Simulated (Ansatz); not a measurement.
Al2Cu: several calculations on one system

### Relaxation

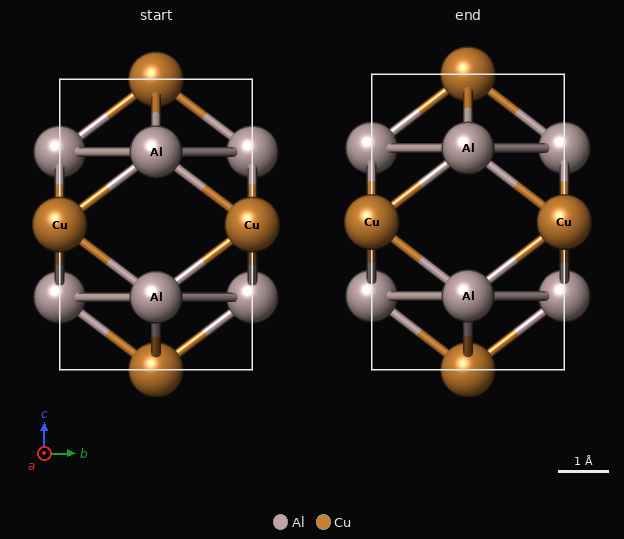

The structure of a crystal of Al$_{2}$Cu (set up in I4/mmm) before (left) and after (right) a relaxation, at one scale.

The picture is a ball-and-stick view of the cell of the calculation, seen along the a axis.

Case: biaxial strain in the a-b plane of -4.0 %; c and atoms relaxed.

Computed with DFT r2SCAN, scalar-relativistic, plane waves, PAW in Ansatz.

Input file:
```yaml
crystal:
  lattice:
    - [2.7523905621, 2.7523905621, 0.0]
    - [-2.7523905621, 2.7523905621, 0.0]
    - [0.0, 0.0, 5.8717665324]
  atoms:
    - { symbol: Al, position: [0.5, 0.0, 0.25] }
    - { symbol: Al, position: [0.0, 0.5, 0.25] }
    - { symbol: Al, position: [0.0, 0.5, 0.75] }
    - { symbol: Al, position: [0.5, 0.0, 0.75] }
    - { symbol: Cu, position: [0.0, 0.0, 0.5] }
    - { symbol: Cu, position: [0.5, 0.5, 0.0] }
basis:
  ecutwfc: 500
kpoints:
  mp_grid: { grid: [10, 10, 6] }
hamiltonian:
  xc: r2scan
scf:
  occupations: { method: gaussian, width: 0.1 }
output:
  forces: true
  stress: true
  eigenvalues: true
relax:
  adjacent_minimum: "off"
  f_tol: 0.008
  max_steps: 40
  cell: { stress_tol: 0.015, fix: [a, b, gamma] }
```

Launched with:
```bash
ansatz run input.yaml --threads 1 --pin off --max-ram 2560MiB --backend cpu --events-out ev --progress --plain --runs-dir out
```

Describe what moved and what it gained.

The energy falls by 1.9 meV per atom in 3 accepted moves (4 points after the start). All forces vanish by symmetry, so only the cell relaxes. Pressure: 7.28 GPa at the start and 5.09 GPa at the end. The SCF was repeated once at an unchanged geometry on a basis and grid sized afresh for the cell, which shifted the energy by less than 0.05 meV per atom at most. The atoms keep their places relative to the cell (all moves are under 0.005 Å). The drawn cell changes as follows: a = b unchanged at 3.892 Å, c 5.872 → 5.974 Å (+1.7 %); the volume changes by +1.7 %. Near-neighbour distances that change, for instance: Al1–Cu5 2.438 → 2.453 Å. The space group stays I4/mmm (No. 139). The run took 4.6 min on 1 thread of Intel(R) Xeon(R) Processor @ 2.50GHz (Skylake/Cascade Lake) (shared host), peak memory 0.71 GiB.

### Relaxation

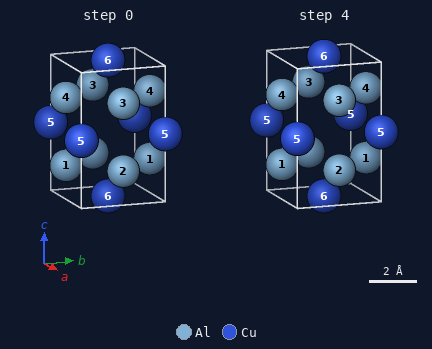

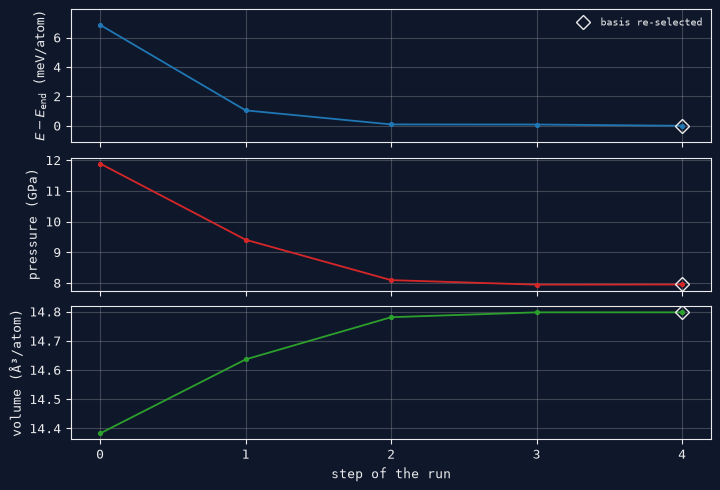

First and last geometry of a relaxation of a crystal of Al₂Cu (set up in I4/mmm), with the history of the run. A spheres-only model of the cell of the calculation, seen slightly off an axis.

Case: biaxial strain in the a-b plane of -6.0 %; c and atoms relaxed.

All numbers below come from Ansatz, DFT r2SCAN, scalar-relativistic, plane waves, PAW.

Input file:
```yaml
crystal:
  lattice:
    - [2.695049092, 2.695049092, 0.0]
    - [-2.695049092, 2.695049092, 0.0]
    - [0.0, 0.0, 5.9405762964]
  atoms:
    - { symbol: Al, position: [0.5, 0.0, 0.25] }
    - { symbol: Al, position: [0.0, 0.5, 0.25] }
    - { symbol: Al, position: [0.0, 0.5, 0.75] }
    - { symbol: Al, position: [0.5, 0.0, 0.75] }
    - { symbol: Cu, position: [0.0, 0.0, 0.5] }
    - { symbol: Cu, position: [0.5, 0.5, 0.0] }
basis:
  ecutwfc: 500
kpoints:
  mp_grid: { grid: [10, 10, 6] }
hamiltonian:
  xc: r2scan
scf:
  occupations: { method: gaussian, width: 0.1 }
output:
  forces: true
  stress: true
  eigenvalues: true
relax:
  adjacent_minimum: "off"
  f_tol: 0.008
  max_steps: 40
  cell: { stress_tol: 0.015, fix: [a, b, gamma] }
```

Run as
```bash
ansatz run input.yaml --threads 1 --pin off --max-ram 2560MiB --backend cpu --events-out ev --progress --plain --runs-dir out
```

Read the history and describe the run.

Answer. It converged. The energy falls by 6.9 meV per atom in 3 accepted moves (4 points after the start). All forces vanish by symmetry, so only the cell relaxes. Pressure: 11.89 GPa at the start and 7.95 GPa at the end. The SCF was repeated once at an unchanged geometry on a basis and grid sized afresh for the cell, which shifted the energy by 0.1 meV per atom at most. The atoms keep their places relative to the cell (all moves are under 0.005 Å). Cell: a = b unchanged at 3.811 Å, c 5.941 → 6.112 Å (+2.9 %). Volume +2.9 %. Among the contacts that change: Al1–Cu5 2.416 → 2.443 Å. The space group stays I4/mmm (No. 139). The run took 4.4 min on 1 thread of Intel(R) Xeon(R) Processor @ 2.50GHz (Skylake/Cascade Lake) (shared host), peak memory 0.7 GiB.

```
step  E − E(0), meV/atom  pressure, GPa  volume, Å³/atom                      note
   0                0.00          11.89           14.383                          
   1               -5.82           9.41           14.636                          
   2               -6.77           8.09           14.781                          
   3               -6.78           7.95           14.798                          
   4               -6.87           7.95           14.798  same geometry, new basis
```

### A change

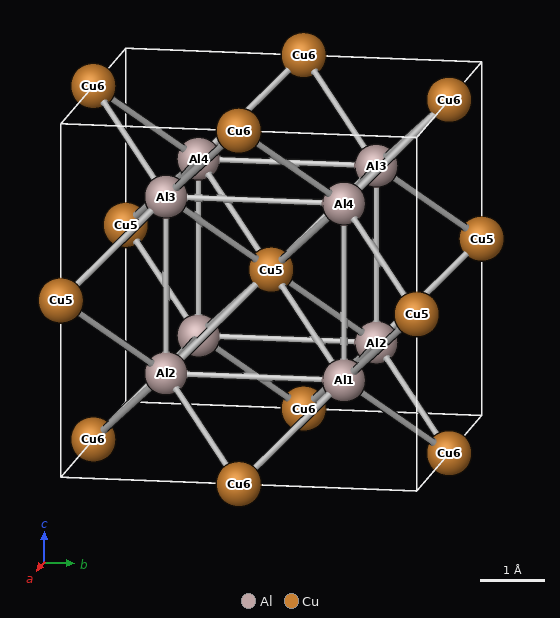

The starting point is crystalline Al2Cu (set up in Fm-3m). The picture is a ball-and-stick view of the conventional cell (2 times the calculation's cell), seen slightly off an axis. Lengths and directions refer to the drawn axes.

Method: DFT r2SCAN, scalar-relativistic, plane waves, PAW (Ansatz). (plane-wave cutoff 500 eV; k-point mesh 10 × 10 × 6; occupations gaussian; smearing width 0.1 eV; no spin polarisation)

Change: Biaxial strain in the a–b plane, +6.0 %, is applied. The c axis and the atoms are relaxed.

Input
```yaml
crystal:
  lattice:
    - [3.0390979123, 3.0390979123, 0.0]
    - [-3.0390979123, 3.0390979123, 0.0]
    - [0.0, 0.0, 5.5277177121]
  atoms:
    - { symbol: Al, position: [0.5, 0.0, 0.25] }
    - { symbol: Al, position: [0.0, 0.5, 0.25] }
    - { symbol: Al, position: [0.0, 0.5, 0.75] }
    - { symbol: Al, position: [0.5, 0.0, 0.75] }
    - { symbol: Cu, position: [0.0, 0.0, 0.5] }
    - { symbol: Cu, position: [0.5, 0.5, 0.0] }
basis:
  ecutwfc: 500
kpoints:
  mp_grid: { grid: [10, 10, 6] }
hamiltonian:
  xc: r2scan
scf:
  occupations: { method: gaussian, width: 0.1 }
output:
  forces: true
  stress: true
  eigenvalues: true
relax:
  adjacent_minimum: "off"
  f_tol: 0.008
  max_steps: 40
  cell: { stress_tol: 0.015, fix: [a, b, gamma] }
```

Run as
```bash
ansatz run input.yaml --threads 1 --pin off --max-ram 2560MiB --backend cpu --events-out ev --progress --plain --runs-dir out
```

Predict the response.

Answer. Cell: a = b 5.734 → 6.078 Å (+6.0 %), c 5.734 → 5.541 Å (−3.4 %). Volume +8.6 %. The atoms keep their places relative to the cell (all moves are under 0.005 Å). Some distances before and after: Al–Al 2.867 → 2.770 to 3.039 Å, Al–Cu 2.483 → 2.557 Å. The space group (tolerance 0.01 Å) goes from Fm-3m (No. 225) to I4/mmm (No. 139). It costs 62.0 meV per atom. The pressure goes from 0.0 to −6.8 GPa. The principal stresses (compression positive) are 0.0 GPa along c and −10.1 GPa across it.

Drawn alike, the variant:

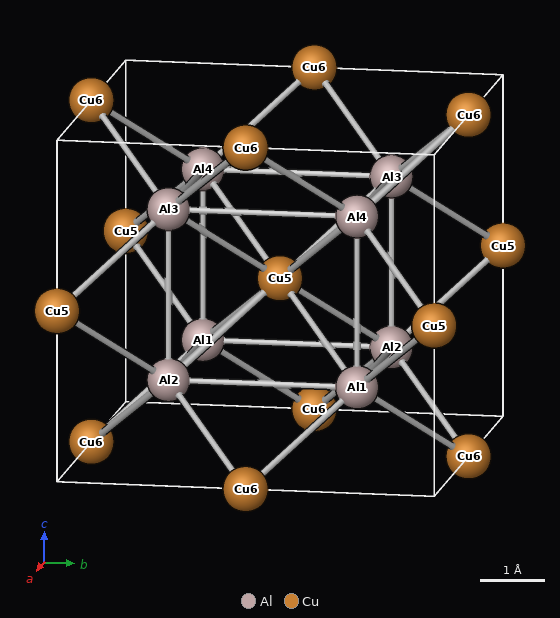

### Series

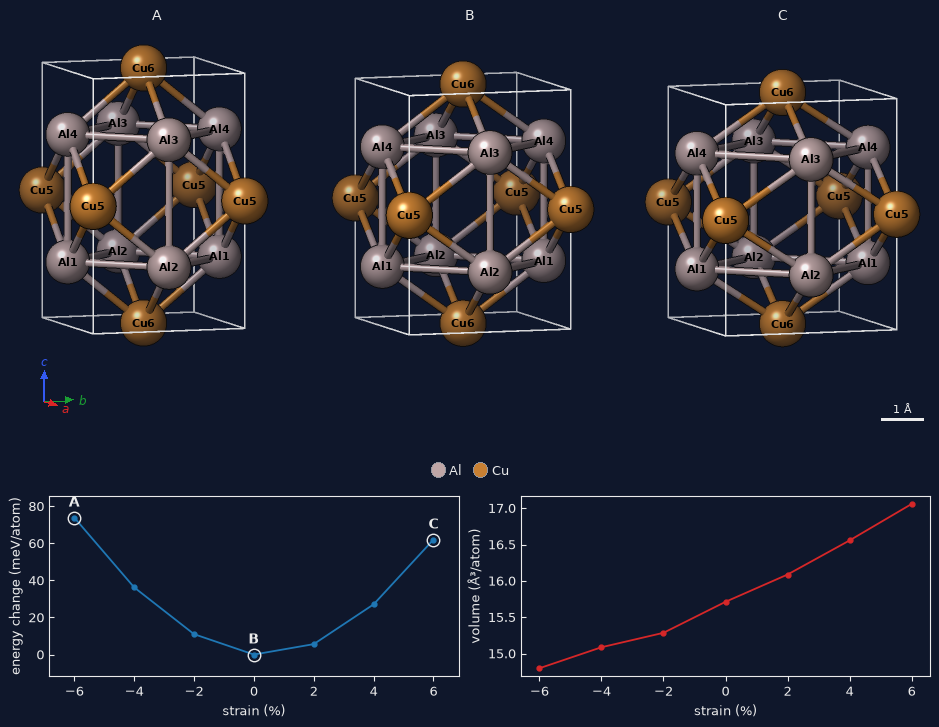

Members of a series of calculations on a crystal of Al₂Cu (set up in Fm-3m), marked on the first curve. The picture is a ball-and-stick view of the cell of the calculation, seen slightly off an axis.

Theory: DFT r2SCAN, scalar-relativistic, plane waves, PAW (Ansatz 0.2.0). (plane-wave cutoff 500 eV; k-point mesh 10 × 10 × 6; occupations gaussian; smearing width 0.1 eV; no spin polarisation)

> Which kind of strain is it, and how does the structure respond?

Biaxial strain in the a–b plane, c and atoms relaxed. A (strain −6.0 %): energy change 73.8 meV/atom, volume 14.80 Å³ per atom. B (strain 0.0 %): energy change 0.0 meV/atom, volume 15.71 Å³ per atom. C (strain 6.0 %): energy change 62.0 meV/atom, volume 17.06 Å³ per atom. The rest compares A with C. The volume changes by +15.3 %, with a = b 3.811 → 4.298 Å (+12.8 %), c 6.112 → 5.541 Å (−9.3 %). Near-neighbour distances before and after: Al–Al 2.695 → 3.039 Å, Al–Al 3.056 → 2.770 Å, Al–Cu 2.443 → 2.557 Å.
